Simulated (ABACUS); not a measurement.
## Band-structure run of LiH (part 2 of 2)

The same run, continued: LiH (Fm-3m, 2 atoms in the cell); Kohn-Sham DFT of a periodic cell, PBEsol, SPMS ONCV 1.0 PBE, no spin polarisation (ABACUS 3.10.1); cutoff 1006.82 eV, 9×9×9 k-mesh, fermi-dirac of 0.05 eV. The structure derives from an entry of the Crystallography Open Database.

Geometry of the input (Å; fractional positions):
```
0.0000  2.0368  2.0368
2.0368  0.0000  2.0368
2.0368  2.0368  0.0000
Li 0.0000  0.0000  0.0000
H  0.5000  0.5000  0.5000
```

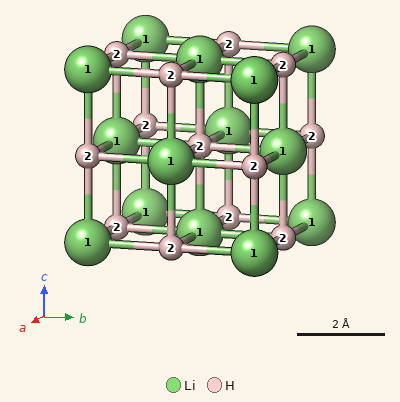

Fig. 1: The structure as given in the input (ball-and-stick view of the cell 4 times as large as that of the calculation, set on its symmetry axes, seen slightly off an axis; atoms are numbered from 1 in the order of the input). An atom can appear more than once, as a periodic image.

### Log, continued
```
           k-point number in this process = 9
       minimum distributed K point number = 8
[... stars of the k points ...]

[... K-POINTS CARTESIAN COORDINATES: 9 rows ...]

[... K-POINTS DIRECT COORDINATES: 9 rows ...]

 SETUP PLANE WAVES FOR WAVE FUNCTIONS
     energy cutoff for wavefunc (unit:Ry) = 74
              fft grid for wave functions = [ 30, 30, 30 ]
                    number of plane waves = 1459
                         number of sticks = 163

 PARALLEL PW FOR WAVE FUNCTIONS
     PROC   COLUMNS(POT)             PW
        1            163           1459
 --------------- sum -------------------
        1            163           1459

 SETUP NONLOCAL PSEUDOPOTENTIALS IN PLANE WAVE BASIS
 Li non-local projectors:
 projector 1 L=0
 projector 2 L=0
 projector 3 L=1
 projector 4 L=1
 H non-local projectors:
 projector 1 L=0
 projector 2 L=0
 projector 3 L=1
      TOTAL NUMBER OF NONLOCAL PROJECTORS = 13

 Init Non-Local PseudoPotential table :
 Init Non-Local-Pseudopotential done.

                                     npwx = 1247

 Make real space PAO into reciprocal space.
       max mesh points in Pseudopotential = 701
     dq(describe PAO in reciprocal space) = 0.01
                                    max q = 1037

 number of pseudo atomic orbitals for Li is 2
WARNING: norm of atomic wavefunction # 2 of atomic type Li is 0.972901, renormalized

 number of pseudo atomic orbitals for H is 1
WARNING: norm of atomic wavefunction # 1 of atomic type H is 0.999722, renormalized

 -------------------------------------------
 SELF-CONSISTENT
 -------------------------------------------
                                 init_chg = atomic

 PW ALGORITHM --------------- ION=   1  ELEC=   1--------------------------------

 Density error is 0.0531418789013
                          Error Threshold = 0.01
----------------------------------------------------------
     Energy           Rydberg                 eV
----------------------------------------------------------
 E_KohnSham     -15.2798588513       -207.8931450128
 E_Harris       -15.5080342789       -210.9976309724
 E_Fermi        0.0698380211         0.9501950241
----------------------------------------------------------

 PW ALGORITHM --------------- ION=   1  ELEC=   2--------------------------------

 Density error is 0.00120267188924
                          Error Threshold = 0.00132854697253
----------------------------------------------------------
     Energy           Rydberg                 eV
----------------------------------------------------------
 E_KohnSham     -15.2838489645       -207.9474332880
 E_Harris       -15.3282272698       -208.5512311079
 E_Fermi        0.1139166963         1.5499161669
----------------------------------------------------------

 PW ALGORITHM --------------- ION=   1  ELEC=   3--------------------------------

 Density error is 3.96547417901e-05
                          Error Threshold = 3.0066797231e-05
----------------------------------------------------------
     Energy           Rydberg                 eV
----------------------------------------------------------
 E_KohnSham     -15.2839909158       -207.9493646344
 E_Harris       -15.2905336528       -208.0383831391
 E_Fermi        0.1495670377         2.0349639461
----------------------------------------------------------

 PW ALGORITHM --------------- ION=   1  ELEC=   4--------------------------------

 Density error is 1.24872297905e-07
                          Error Threshold = 9.91368544752e-07
----------------------------------------------------------
     Energy           Rydberg                 eV
----------------------------------------------------------
 E_KohnSham     -15.2839928267       -207.9493906349
 E_Harris       -15.2839913821       -207.9493709790
 E_Fermi        0.1478745948         2.0119370786
----------------------------------------------------------

 PW ALGORITHM --------------- ION=   1  ELEC=   5--------------------------------

 Density error is 4.60432421137e-09
                          Error Threshold = 3.12180744763e-09
----------------------------------------------------------
     Energy           Rydberg                 eV
----------------------------------------------------------
 E_KohnSham     -15.2839928622       -207.9493911168
 E_KS(sigma->0) -15.2839928622       -207.9493911168
 E_Harris       -15.2838948310       -207.9480573340
 E_band         -6.6358125533        -90.2848615847
 E_one_elec     -7.6180114043        -103.6483625280
 E_Hartree      2.9896999348         40.6769544242
 E_xc           -3.8502275858        -52.3850337643
 E_Ewald        -6.8054538068        -92.5929492487
 E_entropy(-TS) -0.0000000000        -0.0000000000
 E_descf        0.0000000000         0.0000000000
 E_exx          0.0000000000         0.0000000000
 E_Fermi        0.1478832267         2.0120545215
----------------------------------------------------------

 charge density convergence is achieved
 final etot is -207.94939112 eV
 EFERMI = 2.0120545215 eV

 STATE ENERGY(eV) AND OCCUPATIONS    NSPIN == 1
 1/9 kpoint (Cartesian) = 0.0000 0.0000 0.0000 (1243 pws)
       1       -43.3810     0.00274348
       2       -4.86551     0.00274348
       3        15.9815        0.00000
       4        17.8493        0.00000
       5        17.8493        0.00000
       6        17.8493        0.00000
       7        22.2792        0.00000
       8        22.2792        0.00000
       9        22.2792        0.00000
      10        23.6886        0.00000
      11        28.3144        0.00000
      12        28.3144        0.00000

 2/9 kpoint (Cartesian) = 0.027277 0.027277 0.027277 (1239 pws)
       1       -43.3762      0.0219479
       2       -4.64974      0.0219479
       3        14.2624        0.00000
       4        16.6668        0.00000
       5        17.3867        0.00000
       6        17.3867        0.00000
       7        21.7844        0.00000
       8        23.2672        0.00000
       9        23.2672        0.00000
      10        25.7380        0.00000
      11        25.7380        0.00000
      12        27.4292        0.00000

 3/9 kpoint (Cartesian) = 0.054553 0.054553 0.054553 (1233 pws)
       1       -43.3643      0.0219479
       2       -4.02229      0.0219479
       3        10.6822    1.07984e-77
       4        15.3175        0.00000
       5        16.7238        0.00000
       6        16.7238        0.00000
       7        22.4980        0.00000
       8        22.4980        0.00000
       9        22.8709        0.00000
      10        26.2487        0.00000
      11        26.2487        0.00000
      12        30.9633        0.00000

 4/9 kpoint (Cartesian) = 0.081830 0.081830 0.081830 (1236 pws)
       1       -43.3506      0.0219479
       2       -3.08466      0.0219479
       3        7.44716    1.35730e-49
       4        14.2946        0.00000
       5        16.4100        0.00000
       6        16.4100        0.00000
       7        20.3975        0.00000
       8        20.3975        0.00000
       9        24.6726        0.00000
      10        29.6730        0.00000
      11        29.6730        0.00000
      12        32.9450        0.00000

 5/9 kpoint (Cartesian) = 0.10911 0.10911 0.10911 (1212 pws)
       1       -43.3417      0.0219479
       2       -2.21177      0.0219479
       3        5.37999    1.22418e-31
       4        13.7450        0.00000
       5        16.4382        0.00000
       6        16.4382        0.00000
       7        19.1142        0.00000
       8        19.1142        0.00000
       9        26.5238        0.00000
      10        32.3475        0.00000
      11        33.8876        0.00000
      12        33.8876        0.00000

 6/9 kpoint (Cartesian) = 0.0000 0.0000 0.054553 (1247 pws)
       1       -43.3747      0.0164609
       2       -4.57403      0.0164609
       3        14.5324        0.00000
       4        15.9713        0.00000
       5        15.9713        0.00000
       6        18.6465        0.00000
       7        19.3416        0.00000
       8        24.5703        0.00000
       9        24.8975        0.00000
      10        24.8975        0.00000
      11        27.5210        0.00000
      12        28.8861        0.00000

[... levels at 3 further k points ...]

------------------------------------------------------------------------------------------
 TOTAL-FORCE (eV/Angstrom)
------------------------------------------------------------------------------------------
                       Li1         0.0000000000         0.0000000000         0.0000000000
                        H1         0.0000000000         0.0000000000         0.0000000000
------------------------------------------------------------------------------------------

----------------------------------------------------------------
 TOTAL-STRESS (KBAR)
----------------------------------------------------------------
       -20.6502157256         0.0000000000         0.0000000000
         0.0000000000       -20.6502157256        -0.0000000000
         0.0000000000        -0.0000000000       -20.6502157256
----------------------------------------------------------------
 TOTAL-PRESSURE: -20.650216 KBAR

 --------------------------------------------
 !FINAL_ETOT_IS -207.9493911168361819 eV
 --------------------------------------------
```

### Standard output
```
ABACUS v3.10.1

               Atomic-orbital Based Ab-initio Computation at UStc

 dft_functional readin is: pbesol
 dft_functional in pseudopot file is: PBE
 Please make sure this is what you need
 dft_functional readin is: pbesol
 dft_functional in pseudopot file is: PBE
 Please make sure this is what you need

%%%%%%%%%%%%%%%%%%%%%%%%%%%%%%%%%%%%%%%%%%%%%%%%%%%%%%%%%%%%%%%%%%%%%%%%%%%%%%%%%%%%%%%%%%%%%%%%%%%%%%%%%
 Warning: the number of valence electrons in pseudopotential > 1 for Li: [He] 2s1
 Pseudopotentials with additional electrons can yield (more) accurate outcomes, but may be less efficient.
 If you're confident that your chosen pseudopotential is appropriate, you can safely ignore this warning.
%%%%%%%%%%%%%%%%%%%%%%%%%%%%%%%%%%%%%%%%%%%%%%%%%%%%%%%%%%%%%%%%%%%%%%%%%%%%%%%%%%%%%%%%%%%%%%%%%%%%%%%%%

 UNIFORM GRID DIM        : 30 * 30 * 30
 UNIFORM GRID DIM(BIG)   : 30 * 30 * 30
 ---------------------------------------------------------
 Self-consistent calculations for electrons
 ---------------------------------------------------------
 SPIN    KPOINTS         PROCESSORS  THREADS
 1       35              4           4
 ---------------------------------------------------------
 Use plane wave basis
 ---------------------------------------------------------
 ELEMENT NATOM       XC
 Li      1
 H       1
 ---------------------------------------------------------
 Initial plane wave basis and FFT box
 ---------------------------------------------------------
 -------------------------------------------
 SELF-CONSISTENT :
 -------------------------------------------
 START CHARGE      : atomic
 ITER       ETOT/eV          EDIFF/eV         DRHO     TIME/s
 DA1     -2.07893145e+02   0.00000000e+00   5.3142e-02   0.60
 DA2     -2.07947433e+02  -5.42882752e-02   1.2027e-03   0.26
 DA3     -2.07949365e+02  -1.93134643e-03   3.9655e-05   0.31
 DA4     -2.07949391e+02  -2.60004460e-05   1.2487e-07   0.17
 DA5     -2.07949391e+02  -4.81948569e-07   4.6043e-09   0.24
----------------------------------------------------------------
 TOTAL-STRESS (KBAR)
----------------------------------------------------------------
       -20.6502157256         0.0000000000         0.0000000000
         0.0000000000       -20.6502157256        -0.0000000000
         0.0000000000        -0.0000000000       -20.6502157256
----------------------------------------------------------------
 TOTAL-PRESSURE: -20.650216 KBAR
```

### Summary

```csv
quantity,value
outcome,converged
space group (tolerance 0.01 Å),Fm-3m (225)
electrons treated,4
free energy,−207.9494 eV
Fermi energy,2.012 eV
gap on the k-point mesh,3.09 eV
pressure,−2.07 GPa
largest force (length of the vector),under 0.001 eV/Å
wall time,2.5 s (CPU time 8 s)
peak memory,0.36 GiB
```
